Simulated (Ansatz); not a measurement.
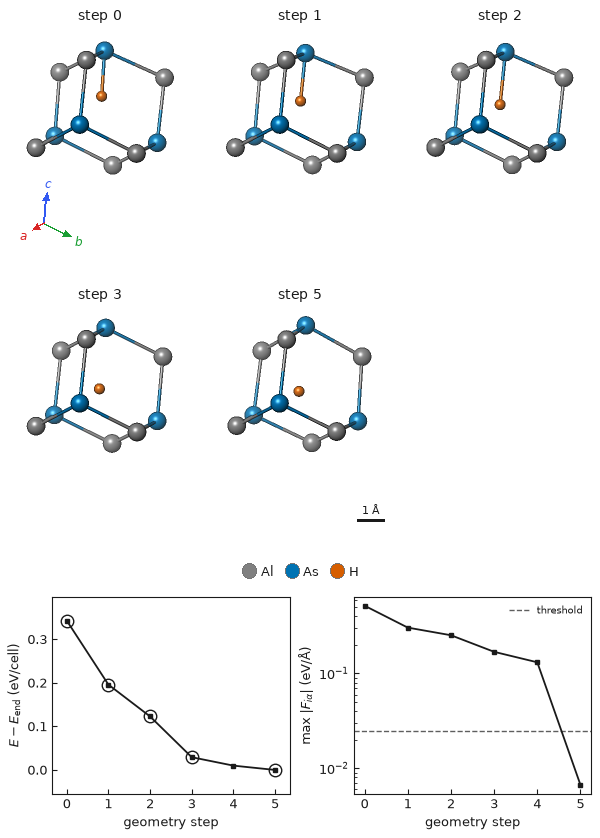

Frames of a relaxation of a defect cell of composition Al16As16H (cell charge −1), marked on the history of the run. Style: ball-and-stick. Shown: the atoms within 4.2 Å of the atom that moves most (axes of the cell of the calculation (origin shifted)), slightly off an axis.

Computed with DFT PBE, scalar-relativistic, plane waves, PAW; settings changed (Ansatz 0.2.0).

Input file:
```yaml
crystal:
  lattice:
    - [-5.7279123196, 5.7279123196, -5.7279123196]
    - [5.7279123196, -5.7279123196, -5.7279123196]
    - [-5.7279123196, -5.7279123196, 5.7279123196]
  atoms:
    - { symbol: Al, position: [0.4993186813, 0.2536463516, 0.2514439664] }
    - { symbol: Al, position: [0.2461190463, 0.2447688561, 0.4934469829] }
    - { symbol: Al, position: [-0.0001194278, 0.2501922832, 0.7501909733] }
    - { symbol: Al, position: [0.7493633375, 0.0006532353, 0.2501567737] }
    - { symbol: Al, position: [0.7503472026, 0.2511164873, 0.0006464079] }
    - { symbol: Al, position: [0.4998286377, 0.0016883627, 0.4988058573] }
    - { symbol: Al, position: [0.249271443, 0.0005297415, 0.7500864692] }
    - { symbol: Al, position: [-0.0001690408, 0.7501576353, 0.250162679] }
    - { symbol: Al, position: [0.9987700709, 0.9995458983, 0.997736571] }
    - { symbol: Al, position: [0.7495249609, 0.7466046458, 0.4992619076] }
    - { symbol: Al, position: [0.4967181198, 0.7554089275, 0.7497434572] }
    - { symbol: Al, position: [0.2518575528, 0.5042980746, 0.2520922404] }
    - { symbol: Al, position: [0.2503128687, 0.7510999392, 0.0006535189] }
    - { symbol: Al, position: [0.0009108673, 0.5006222409, 0.498798365] }
    - { symbol: Al, position: [0.7536940072, 0.5025968499, 0.7505489769] }
    - { symbol: Al, position: [0.4999071954, 0.5005604344, 0.0034589024] }
    - { symbol: As, position: [0.4998387435, 0.0013229463, 0.2495037653] }
    - { symbol: As, position: [0.2496117875, -0.0003397537, 0.5000488389] }
    - { symbol: As, position: [-0.0008808283, -6.4549e-05, 0.748796874] }
    - { symbol: As, position: [0.750612827, 0.751419729, 0.2507714879] }
    - { symbol: As, position: [0.7506185622, 0.0016310087, 0.0010307453] }
    - { symbol: As, position: [0.5008734306, 0.7530486304, 0.4980897355] }
    - { symbol: As, position: [0.2490942376, 0.7508207359, 0.7502644334] }
    - { symbol: As, position: [0.0005311183, 0.5006414299, 0.2494952839] }
    - { symbol: As, position: [0.0007809788, 0.7513411653, 0.0009856766] }
    - { symbol: As, position: [0.751784968, 0.5010438721, 0.4997649781] }
    - { symbol: As, position: [0.4976869654, 0.4970718737, 0.7372470837] }
    - { symbol: As, position: [0.248780859, 0.2516101803, 0.2504265621] }
    - { symbol: As, position: [0.2491290304, 0.5006492448, 3.30322e-05] }
    - { symbol: As, position: [-0.0011451373, 0.2504002481, 0.5000223389] }
    - { symbol: As, position: [0.7500662497, 0.2498487728, 0.7502631929] }
    - { symbol: As, position: [0.499793262, 0.2497280486, -0.0001043191] }
    - { symbol: H, position: [0.4990124375, 0.503830826, 0.5644419219] }
  host:
    lattice:
      - [0.0, 2.8639561598, 2.8639561598]
      - [2.8639561598, 0.0, 2.8639561598]
      - [2.8639561598, 2.8639561598, 0.0]
    atoms:
      - { symbol: Al, position: [0.0, 0.0, 0.0] }
      - { symbol: As, position: [0.75, 0.75, 0.75] }
total_charge: -1
basis:
  ecutwfc: 420
  xc_grid: 2
kpoints:
  mp_grid: { grid: [2, 2, 2], shift: [0.5, 0.5, 0.5] }
hamiltonian:
  xc: pbe
scf:
  occupations: { method: gaussian, width: 0.01 }
  convergence: { dr2_threshold: 1.0e-09 }
output:
  forces: true
  eigenvalues: true
relax:
  adjacent_minimum: "off"
  f_tol: 0.025
  max_steps: 45
```

Launched with:
```bash
ansatz run input.yaml --threads 4 --pin off --max-ram 10240MiB --backend cpu --events-out ev --progress --plain --runs-dir out
```

What happens along the run?

Answer. H33 moves most: 0.63 Å along −c. By element the largest moves are H 0.63 Å, As 0.17 Å, Al 0.10 Å. The lattice vectors keep their values. Among the contacts that change: As27–H33 1.742 → 2.533 Å, Al11–As27 2.528 → 2.465 Å, Al11–As22 2.503 → 2.465 Å, Al2–As28 2.443 → 2.465 Å. Bonds break, among them: As27–H33 (1.74 → 2.53 Å). The energy falls by 0.343 eV per cell of the calculation in 5 geometry steps. Largest force component: 0.52 eV/Å at the start, 0.0067 eV/Å at the end. Cost: 2 min on 4 threads of AMD EPYC 7B13 (Zen 3), with other jobs on the host, peak memory 2.6 GiB. From step 0 to 1: H33 moves most (0.19 Å), energy −0.147 eV per cell of the calculation. From step 1 to 2: H33 moves most (0.13 Å), energy −73.1 meV per cell of the calculation. From step 2 to 3: H33 moves most (0.20 Å), energy −93.5 meV per cell of the calculation. From step 3 to 5: As and H atoms move most (0.10 Å), energy −29.3 meV per cell of the calculation.

Limits of the set-up: the cell is charged, on a uniform background, and energies carry no finite-size correction.
